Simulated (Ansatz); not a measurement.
System: Al, space group P-6m2, 6 atoms in the cell.

```
Al
1.0
     2.85663    0.00000    0.00000
    -1.42831    2.47391    0.00000
     0.00000    0.00000   14.12932
Al
6
Cartesian
  0.0000 0.0000 0.0000
  1.4283 0.8246 11.7739
  0.0000 0.0000 9.4188
  1.4283 0.8246 7.0647
  0.0000 0.0000 4.7105
  1.4283 0.8246 2.3554
```

Method: DFT PBE, scalar-relativistic, plane waves, PAW, no spin polarisation, 18×18×4 k mesh, 420 eV cutoff (Ansatz).

What does the calculation give for the electronic structure? The path is Γ–M–K–Γ–A–L–H–A|L–M|H–K.

A metal: 9 bands cross the Fermi level along this path. Bands cross the Fermi level on every line of the path. At Γ the nearest levels lie 4.48 eV below and 0.36 eV above the Fermi level.

The structure is an invented one, so it need not be a known or stable phase.

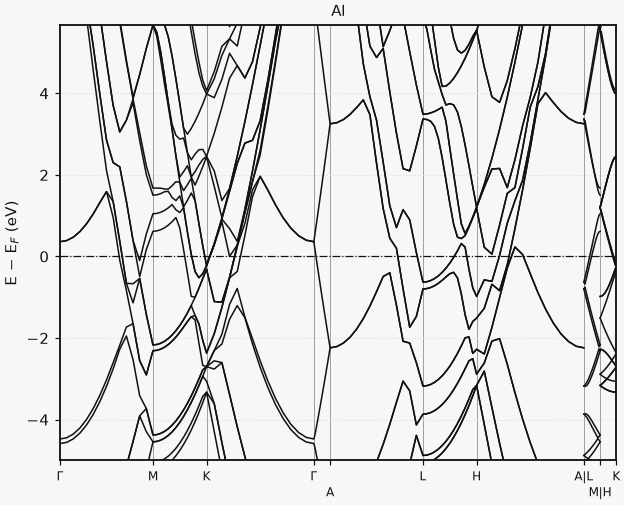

Band structure. Energies are counted from the Fermi level.
